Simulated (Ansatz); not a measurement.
**What a change does: single-point calculation on C**

System: C (Fd-3m, 4 atoms in the cell).
Method of run A: DFT PBE, scalar-relativistic, plane waves, PAW, no spin polarisation (Ansatz 0.2.0).

The structure derives from an entry of the Crystallography Open Database. Text and figures count atoms from 1; the logs count them from 0 in places.

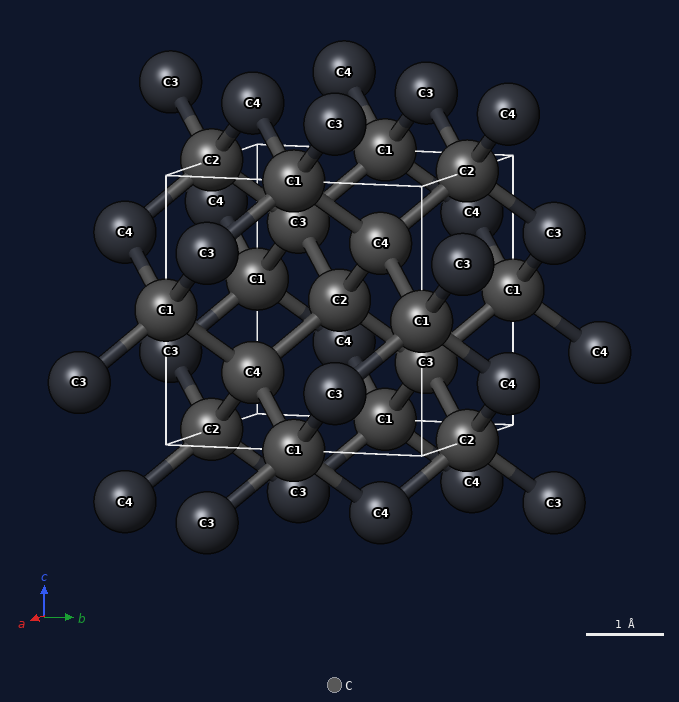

Fig. 1: The input geometry (ball-and-stick view of the cell 2 times as large as that of the calculation, set on its symmetry axes, seen slightly off an axis; neighbours outside the cell are drawn fainter; atoms are numbered from 1 in the order of the input). Near neighbours in the crystal (not all of them lie inside the picture): C has 4 C at 1.55 Å.

### Input, run A
```yaml
crystal:
  lattice:
    - [0.0, -1.7857375322, -1.7857375322]
    - [0.0, 1.7857375322, -1.7857375322]
    - [3.5714750644, 0.0, 0.0]
  atoms:
    - { symbol: C, position: [0.5, 0.5, 0.0] }
    - { symbol: C, position: [0.0, 0.0, 0.5] }
    - { symbol: C, position: [0.0, 0.5, 0.25] }
    - { symbol: C, position: [0.5, 0.0, 0.75] }
basis:
  ecutwfc: 420
kpoints:
  mp_grid: { grid: [10, 10, 6] }
hamiltonian:
  xc: pbe
scf:
  occupations: { method: gaussian, width: 0.05 }
output:
  forces: true
  stress: true
  eigenvalues: true
  write_density: true
  write_potential: true
  elf: true
  volumetric_format: npy
```

Launched with:
```bash
ansatz run input.yaml --threads 2 --pin off --max-ram 5120MiB --backend cpu --events-out ev --progress --plain --runs-dir out
```

Hardware: 2 threads of Intel Xeon (Granite Rapids), 32 GiB of memory available, shared host.

### Output, shortened to warnings, some set-up lines, iterations and results (run A)
```
Basis set: ecut = 420 eV, 451 PW (Γ), exchange–correlation on 36×36×48 points (8 copies of the dense FFT grid, shifted against one another)
Symmetry: 32 space group operations
k-points: 84 of 600
Initial density: superposition of atomic densities (neutral atoms: chi_scale 0, normalization atom), corrected by the library's trained network
[...]
SCF iter   1: F=—  HF=-1003.231269 eV  |F-HF|=—  |Δ(HF+E_count)|=         —  Δρ=1.83e-3  dr2=2.35e-4  ethr=1.77e-3  ⟨swp⟩=5.2  Hψ=5750  notcnv=0
SCF iter   2: F=—  HF=-1003.231318 eV  |F-HF|=—  |Δ(HF+E_count)|=   4.87e-5  Δρ=8.71e-4  dr2=4.39e-5  ethr=1.47e-6  ⟨swp⟩=2.0  Hψ=2171  notcnv=0
SCF iter   3: F=—  HF=-1003.231484 eV  |F-HF|=—  |Δ(HF+E_count)|=   1.66e-4  Δρ=9.57e-5  dr2=7.58e-7  ethr=2.74e-7  ⟨swp⟩=2.1  Hψ=1628  notcnv=0
SCF iter   4: F=-1003.231485 eV  HF=-1003.231485 eV  |F-HF|=2.89e-8  |Δ(HF+E_count)|=   9.68e-7  Δρ=2.49e-5  dr2=7.91e-8  ethr=4.74e-9  ⟨swp⟩=2.0  Hψ=1678  notcnv=0
SCF iter   5: F=-1003.231485 eV  HF=-1003.231485 eV  |F-HF|=7.26e-10  |Δ(HF+E_count)|=   1.91e-8  Δρ=4.65e-6  dr2=2.33e-9  ethr=4.95e-10  ⟨swp⟩=2.3  Hψ=1710  notcnv=0
SCF iter   6: F=-1003.231485 eV  HF=-1003.231485 eV  |F-HF|=3.41e-12  |Δ(HF+E_count)|=  4.93e-10  Δρ=2.88e-7  dr2=8.89e-12  ethr=1.45e-11  ⟨swp⟩=4.3  Hψ=4973  notcnv=0
SCF 1 converged in 6 iterations: F = -1003.231485 eV  dr2 = 8.89e-12
SCF converged after 6 iterations
Free energy (F): -1003.231485 eV
Harris-Foulkes:  -1003.231485 eV  (|F-HF|=3.41e-12)
Internal energy: -1003.231485 eV  (E = F + TS)
E sigma→0 (E₀):  -1003.231485 eV
Fermi energy:    15.320558 eV
--- Per-component energies (eV) ---
  E_band       = 68.657478
  E_kinetic    = 368.523409
  E_local      = -245.381848  (includes V_loc(G=0)·N_el)
  E_nonlocal   = 106.537971
  E_hartree    = 53.648625
  E_xc         = -194.720129
  E_vxc        = -241.726725  (∫ρ·V_xc dr)
  E_paw        = -396.839477  (= ΣΔE_a)
  E_vpaw       = -26.592580  (= ΣTr[D̂ρ^β])
  E_aug_tail   = 0.000036  (compensation charges beyond the density's cutoff)
  E_ewald      = -695.000072
  E_smearing   = -0.000000  (= −TS)
  E_closure    = -0.000000  (closes the sum)
  Σ components = -1003.231485   (vs F -1003.231485, Δ=0.00e0)
--- Forces (eV/Å), atoms counted from 1 ---
  atom   1  C     -0.00000000    -0.00000000     0.00000000
  atom   2  C     -0.00000000    -0.00000000     0.00000000
  atom   3  C     -0.00000000    -0.00000000    -0.00000000
  atom   4  C     -0.00000000    -0.00000000    -0.00000000
  max |Σ_I F_I| component: 1.39e-16 eV/Å
--- Stress (GPa, compression-positive) ---
        0.029500       0.000000       0.000000
        0.000000       0.041058       0.000000
        0.000000      -0.000000       0.041058
  P = ⅓ Tr σ = 0.0372 GPa (0.372 kbar)
```

The input of run B differs as follows (lines with − go, lines with + come):
```diff
-  ecutwfc: 420
+  ecutwfc: "200 eV"
+  convergence: { dr2_threshold: 1.0e-08 }
-  write_density: true
-  write_potential: true
-  elf: true
-  volumetric_format: npy
```

Predict how the results change.

The free energy of run B is 1636.1 meV per atom higher, which comes mainly from the change of cutoff or grids; a solver setting shouldn't move a converged energy. The gap on the mesh goes from 4.15 to 3.25 eV. The pressure goes from 0.04 to 44.62 GPa. More plane waves can only lower the energy of a fixed Hamiltonian, so the higher cutoff gives the lower value. The number of SCF iterations is the same. The plane waves at Γ go from 451 to 129.

### Output, shortened to warnings, some set-up lines, iterations and results (run B)
```
Warning: basis.ecutwfc = 200 eV is below the records' recommended 420 eV, and the density's cutoff is lower with it unless basis.ecutrho_ratio is high enough to keep the records' density cutoff: compare with a run at a higher cutoff
Warning: output.stress: scf.convergence.dr2_threshold = 1e-8 eV is looser than the 4e-10 eV advised for a printed stress (1e-10 eV for each atom of the cell: 4). What an SCF threshold leaves in a stress goes as its square root, and in the free energy as the threshold itself, and one threshold admits the most on a small cell: of the crystals measured, under no hybrid functional and no lock of the …
Basis set: ecut = 200 eV, 129 PW (Γ), exchange–correlation on 24×24×36 points (8 copies of the dense FFT grid, shifted against one another)
Symmetry: 32 space group operations
k-points: 84 of 600
Initial density: superposition of atomic densities (neutral atoms: chi_scale 0, normalization atom), corrected by the library's trained network
[...]
SCF iter   1: F=—  HF=-996.763175 eV  |F-HF|=—  |Δ(HF+E_count)|=         —  Δρ=6.79e-2  dr2=3.36e-1  ethr=1.77e-3  ⟨swp⟩=5.0  Hψ=5322  notcnv=0
SCF iter   2: F=—  HF=-996.690896 eV  |F-HF|=—  |Δ(HF+E_count)|=   7.23e-2  Δρ=3.10e-2  dr2=5.93e-2  ethr=1.77e-3  ⟨swp⟩=2.1  Hψ=2042  notcnv=0
SCF iter   3: F=—  HF=-996.686970 eV  |F-HF|=—  |Δ(HF+E_count)|=   3.93e-3  Δρ=2.57e-3  dr2=4.34e-4  ethr=3.70e-4  ⟨swp⟩=2.9  Hψ=1998  notcnv=0
SCF iter   4: F=—  HF=-996.687213 eV  |F-HF|=—  |Δ(HF+E_count)|=   2.43e-4  Δρ=1.29e-4  dr2=8.83e-7  ethr=2.71e-6  ⟨swp⟩=1.3  Hψ=1078  notcnv=0
SCF iter   5: F=—  HF=-996.687048 eV  |F-HF|=—  |Δ(HF+E_count)|=   1.65e-4  Δρ=1.66e-5  dr2=2.19e-8  ethr=5.52e-9  ⟨swp⟩=2.0  Hψ=1664  notcnv=0
SCF iter   6: F=-996.687048 eV  HF=-996.687048 eV  |F-HF|=5.84e-11  |Δ(HF+E_count)|=   4.41e-9  Δρ=9.75e-7  dr2=1.51e-10  ethr=6.25e-11  ⟨swp⟩=4.4  Hψ=3435  notcnv=0
SCF 1 converged in 6 iterations: F = -996.687048 eV  dr2 = 1.51e-10
SCF converged after 6 iterations
Free energy (F): -996.687048 eV
Harris-Foulkes:  -996.687048 eV  (|F-HF|=5.84e-11)
Internal energy: -996.687048 eV  (E = F + TS)
E sigma→0 (E₀):  -996.687048 eV
Fermi energy:    15.834843 eV
--- Per-component energies (eV) ---
  E_band       = 71.873481
  E_kinetic    = 371.065167
  E_local      = -225.317609  (includes V_loc(G=0)·N_el)
  E_nonlocal   = 91.451381
  E_hartree    = 50.575752
  E_xc         = -198.517583
  E_vxc        = -246.716335  (∫ρ·V_xc dr)
  E_paw        = -390.943768  (= ΣΔE_a)
  E_vpaw       = -19.760463  (= ΣTr[D̂ρ^β])
  E_aug_tail   = -0.000317  (compensation charges beyond the density's cutoff)
  E_ewald      = -695.000072
  E_smearing   = -0.000000  (= −TS)
  E_closure    = -0.000000  (closes the sum)
  Σ components = -996.687048   (vs F -996.687048, Δ=0.00e0)
--- Forces (eV/Å), atoms counted from 1 ---
  atom   1  C      0.00000000     0.00000000     0.00000000
  atom   2  C      0.00000000     0.00000000     0.00000000
  atom   3  C      0.00000000    -0.00000000    -0.00000000
  atom   4  C      0.00000000    -0.00000000    -0.00000000
  max |Σ_I F_I| component: 2.78e-17 eV/Å
--- Stress (GPa, compression-positive) ---
       45.124488       0.000000       0.000000
        0.000000      44.371404      -0.000000
        0.000000      -0.000000      44.371404
  P = ⅓ Tr σ = 44.6224 GPa (446.224 kbar)
```

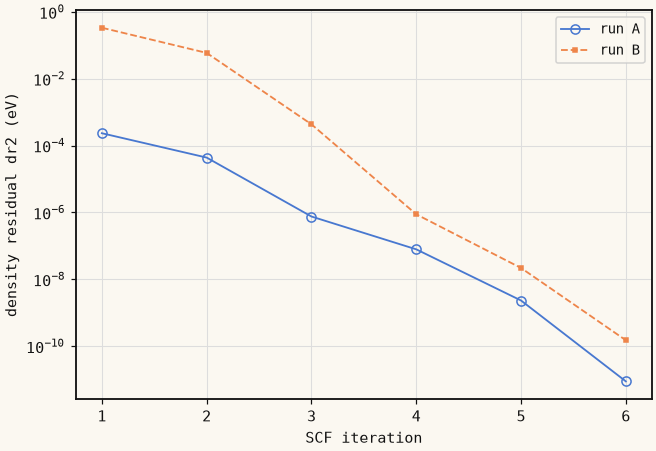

Fig. 2: Convergence of the two runs: density residual dr2 against the SCF iteration. Run A takes 6 iterations in all, and run B takes 6.

### The two runs side by side

```tsv
quantity	run A	run B
outcome	converged	converged
free energy per atom (eV)	−250.8079	−249.1718
gap on the mesh (eV)	4.15	3.25
pressure (GPa)	0.04	44.62
largest force (eV/Å)	0.000	0.000
SCF iterations	6	6
irreducible k-points	84	84
plane waves at Γ	451	129
```

For run B: These settings are looser than, or depart from, a standard set-up, so the numbers are not reference values for this system. Warnings: the cutoff is below the recommended one; the SCF threshold is looser than advised for the printed stress.
